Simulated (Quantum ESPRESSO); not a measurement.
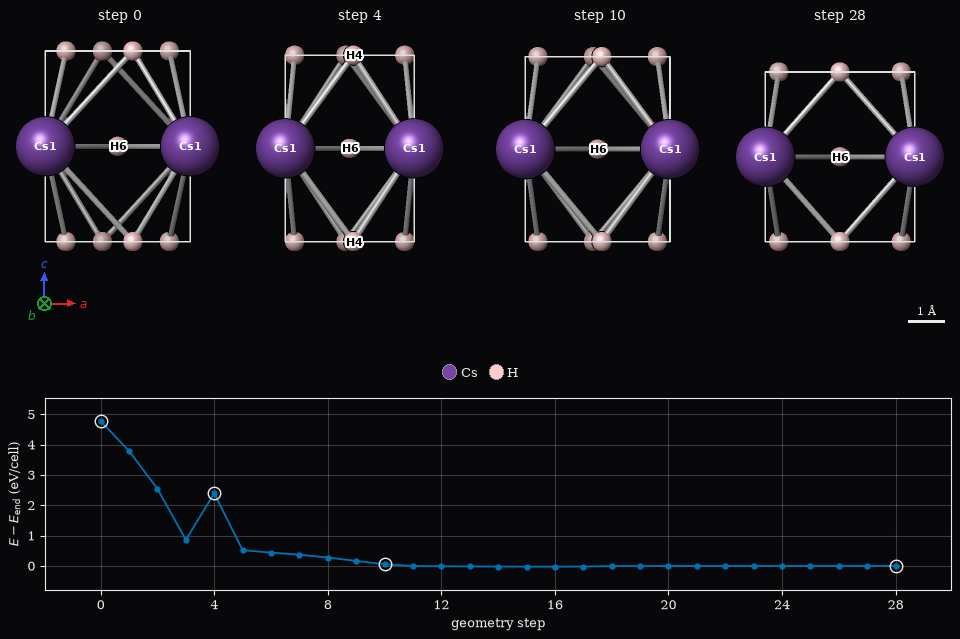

Frames of a relaxation of a crystal of CsH5 (a generated structure, set up in P4/m), marked on the history of the run. The picture is a ball-and-stick view of the cell of the calculation, seen along the b axis.

The run lets cell and atoms move.

Method: Kohn-Sham DFT of a periodic cell, PBE with D3(BJ), PseudoDojo 0.4 SR PBE stringent (Quantum ESPRESSO).

Input file:
```
&CONTROL
  calculation = 'vc-relax'
  prefix = 'pwscf'
  outdir = './tmp'
  pseudo_dir = './pseudo'
  tprnfor = .true.
  tstress = .true.
  disk_io = 'low'
  nstep = 40
  forc_conv_thr = 0.0004
  etot_conv_thr = 1d-05
/
&SYSTEM
  ibrav = 0
  nat = 6
  ntyp = 2
  ecutwfc = 72
  nbnd = 13
  occupations = 'smearing'
  smearing = 'fd'
  degauss = 0.01469973
  vdw_corr = 'grimme-d3'
  dftd3_version = 4
/
&ELECTRONS
  conv_thr = 1.2d-09
  electron_maxstep = 120
  mixing_beta = 0.5
/
&IONS
  ion_dynamics = 'bfgs'
/
&CELL
  cell_dynamics = 'bfgs'
  press = 10
  press_conv_thr = 0.3
/
ATOMIC_SPECIES
Cs   132.9055 Cs.upf
H      1.0080 H.upf
CELL_PARAMETERS angstrom
   4.0863030900    0.0000000000    0.0000000000
   0.0000000000    4.0863030900    0.0000000000
   0.0000000000    0.0000000000    5.3777956700
ATOMIC_POSITIONS crystal
Cs     0.0000000000    0.0000000000    0.5000000000
H      0.1431421200    0.3950412100    0.0000000000
H      0.8568578800    0.6049587900    0.0000000000
H      0.6049587900    0.1431421200    0.0000000000
H      0.3950412100    0.8568578800    0.0000000000
H      0.5000000000    0.5000000000    0.5000000000
K_POINTS automatic
7 7 5 0 0 0
```

Run as
```bash
OMP_NUM_THREADS=1 pw.x -in pw.in > pw.out
```

Q: What happens along the run?

A: The largest moves relative to the cell, 0.50 Å, are those of H atoms. Cs stays in place. The drawn cell changes as follows: a = b 4.086 → 4.217 Å (+3.2 %), c 5.378 → 4.785 Å (−11.0 %); the volume changes by −5.2 %. Some distances before and after: H–H 1.451 → 0.758 Å, Cs–H 3.699 → 3.211 Å, Cs–H 2.889 → 2.982 Å, Cs–H 3.190 → 3.212 Å. Bond angles that change, for instance: Cs–H–Cs 114.9° → 96.3°. The space group (tolerance 0.01 Å) goes from P4/m (No. 83) to P4/mmm (No. 123). Over 28 geometry steps the energy falls by 4.779 eV per cell of the calculation. Largest force component: 2.2 eV/Å at the start, 0.0055 eV/Å at the end. The pressure goes from −5.90 to 0.99 GPa. From step 0 to 4: H atoms move most (0.38 Å), volume −22.6 %, energy −2.383 eV per cell of the calculation. From step 4 to 10: H atoms move most (0.06 Å), volume +25.3 %, energy −2.343 eV per cell of the calculation. From step 10 to 28: H atoms move most (0.12 Å), volume −2.3 %, energy −53.2 meV per cell of the calculation.

```tsv
step	E − E(0), meV/atom	largest force component, eV/Å	pressure, GPa	volume, Å³/atom
0	0.00	2.1946	-5.90	14.966
1	-165.05	2.6742	-5.34	14.445
2	-372.37	3.0902	-4.12	13.982
3	-653.01	2.4193	0.59	12.848
4	-397.21	10.5987	17.73	11.584
5	-710.05	1.0875	3.66	12.492
6	-723.13	0.1815	5.35	12.489
7	-735.00	0.1583	4.72	12.737
8	-750.44	0.1435	3.88	13.110
9	-768.91	0.1137	2.81	13.671
10	-787.66	0.0893	1.50	14.516
11	-796.86	0.0857	0.65	15.244
12	-798.44	0.0671	0.51	15.414
13	-799.42	0.0593	0.42	15.492
14	-799.98	0.0635	0.37	15.497
15	-800.45	0.0535	0.34	15.439
16	-800.64	0.0279	0.33	15.284
17	-799.94	0.0338	0.41	14.946
18	-797.58	0.0337	0.82	14.412
19	-797.12	0.0994	0.99	14.310
20	-796.55	0.0303	1.04	14.198
21	-796.73	0.0080	1.00	14.224
22	-796.75	0.0077	0.99	14.228
23	-796.76	0.0086	0.98	14.228
24	-796.76	0.0105	0.98	14.227
25	-796.74	0.0114	0.98	14.223
26	-796.71	0.0114	0.98	14.216
27	-796.64	0.0098	0.98	14.204
28	-796.53	0.0055	0.99	14.185
```
